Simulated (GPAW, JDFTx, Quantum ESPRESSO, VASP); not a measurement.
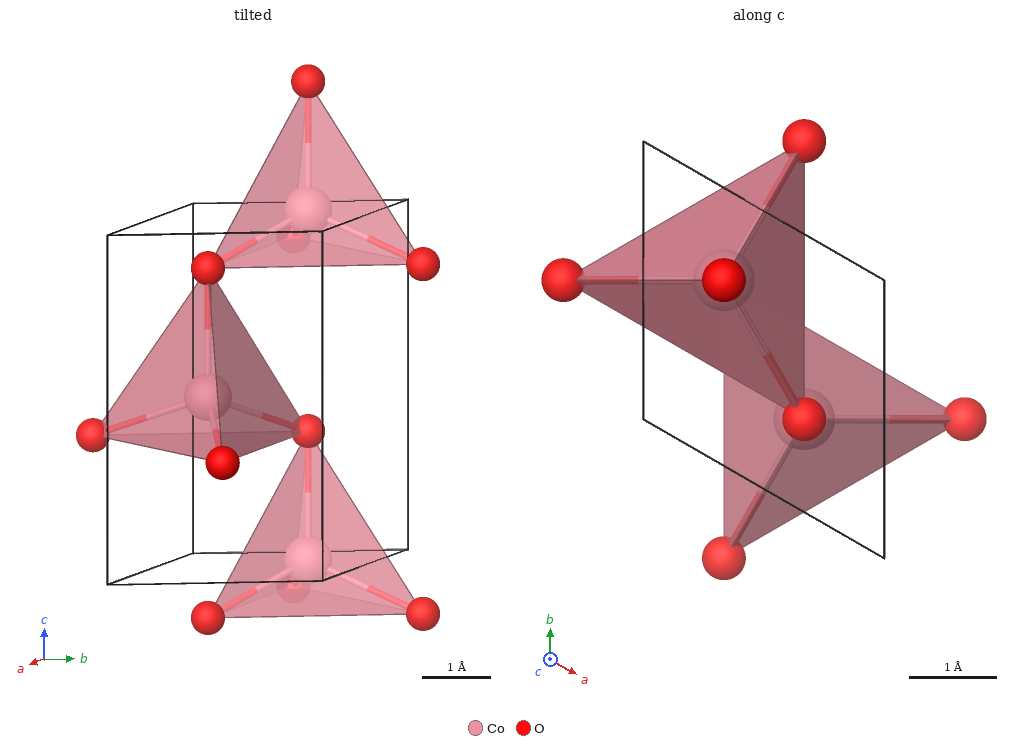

CoO, wurtzite, space group P6₃mc (No. 186), a = 3.198 Å, b = 3.198 Å, c = 5.229 Å, α = 90.00°, β = 90.00°, γ = 120.00°. Polyhedral drawing of the structure, looking slightly off an axis and along the c axis. The outline marks the conventional unit cell. A few atoms beyond the faces are included. The cell is a structure listed in the Materials Project. Other forms of this composition are known.

One fixed geometry in four programs or potential sets. Alike in all runs: functional PBE; k mesh 10 × 10 × 5 on the run's cell of 4 atoms; occupations fermi-dirac, width 0.05 eV; collinear spin, ferromagnetic start; no spin-orbit coupling. All runs are metallic.

```tsv
program	pressure (GPa)	net moment (μB per cell of 4)
JDFTx (PseudoDojo 0.5 standard)	1.2	5.95
VASP (PBE potentials, release 64 Co, O)	?	?
Quantum ESPRESSO (SSSP 1.3 efficiency)	0.4	5.94
GPAW (PAW data 1.2.1)	2.4	5.86
```

> Estimate the row of VASP (PBE potentials, release 64 Co, O).

A pressure of 1.4 GPa and a moment of 5.85 μB. The other rows span 0.4 to 2.4 GPa and 5.86 to 5.95 μB.

Plane-wave pressures hold the error of each finite cutoff. Each run keeps the magnetic state that it reached from a ferromagnetic start.

Caveat: semilocal functionals without U can turn such compounds, often antiferromagnetic insulators, into metals.
